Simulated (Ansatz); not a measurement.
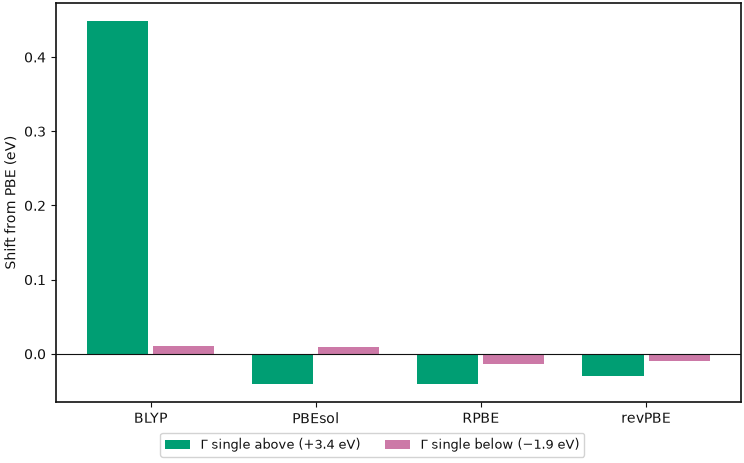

Levels near the Fermi level of Ge, space group Imma (No. 74), 2 atoms in the primitive cell (a = 3.91 Å, b = 3.91 Å, c = 3.91 Å, α = 100.77°, β = 94.74°, γ = 136.93°), a metal, by five methods on one cell, as shifts from PBE. Each level is counted from the Fermi level of its run and named by k point, degeneracy (spin aside) and side; the legend gives its PBE energy.

> Which method departs most from PBE, and how?

BLYP: it moves Γ single above by +0.45 eV and Γ single below by +0.01 eV. At these levels the other methods stay within 0.04 eV of PBE.

```
method  Γ single above (eV)  Γ single below (eV)
  BLYP                 3.89                −1.91
   PBE                 3.44                −1.92
PBEsol                 3.40                −1.91
  RPBE                 3.40                −1.94
revPBE                 3.42                −1.93
```

Settings. BLYP: Ansatz PAW, 11×11×11 k mesh, 420 eV cutoff, Fermi-Dirac smearing of 0.05 eV (Ansatz 0.2.0). PBE: Ansatz PAW, 11×11×11 k mesh, 420 eV cutoff, Fermi-Dirac smearing of 0.05 eV (Ansatz 0.2.0). PBEsol: Ansatz PAW, 11×11×11 k mesh, 420 eV cutoff, Fermi-Dirac smearing of 0.05 eV (Ansatz 0.2.0). RPBE: Ansatz PAW, 11×11×11 k mesh, 420 eV cutoff, Fermi-Dirac smearing of 0.05 eV (Ansatz 0.2.0). revPBE: Ansatz PAW, 11×11×11 k mesh, 420 eV cutoff, Fermi-Dirac smearing of 0.05 eV (Ansatz 0.2.0). No run carries moments or holds spin-orbit coupling.

This isn't the form of Ge at room conditions, which is diamond. BLYP, PBEsol, RPBE and revPBE: the PAW data sets were made with another functional. The Fermi levels are those of this mesh and smearing.
